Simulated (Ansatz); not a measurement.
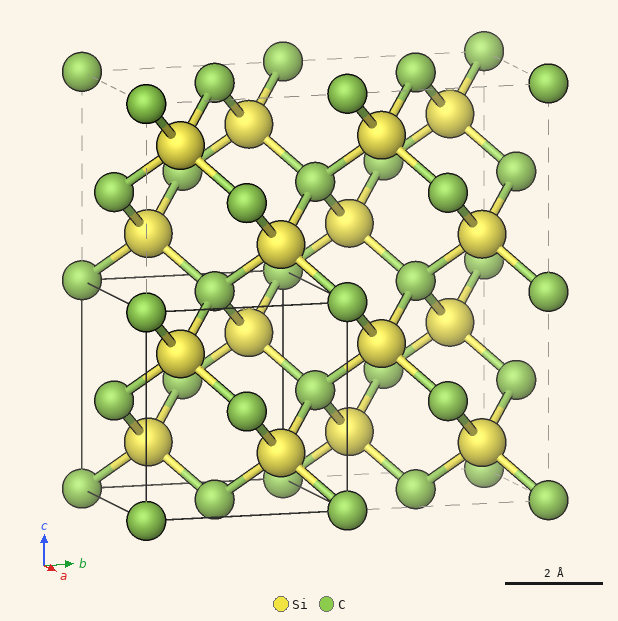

Crystal structure, ball-and-stick style, seen slightly off an axis. The drawing covers 1×2×2 cells, and the solid lines enclose one conventional unit cell.

- Its composition is SiC.
- It takes space group F-43m (No. 216) on a face-centred cubic lattice.
- Among the common structure types it is zinc blende (sphalerite type).
- The cell has 8 atoms, namely 4 Si, 4 C.
- Around each Si lie four C in a tetrahedral arrangement at about 1.9 Å. About every C there are four Si in a tetrahedral arrangement at about 1.9 Å.
- The bonds build a three-dimensional framework.

The model was built from a structure listed in the Materials Project. Earlier steps of the study may have refined or changed the cell and positions. It went into a calculation with Ansatz.
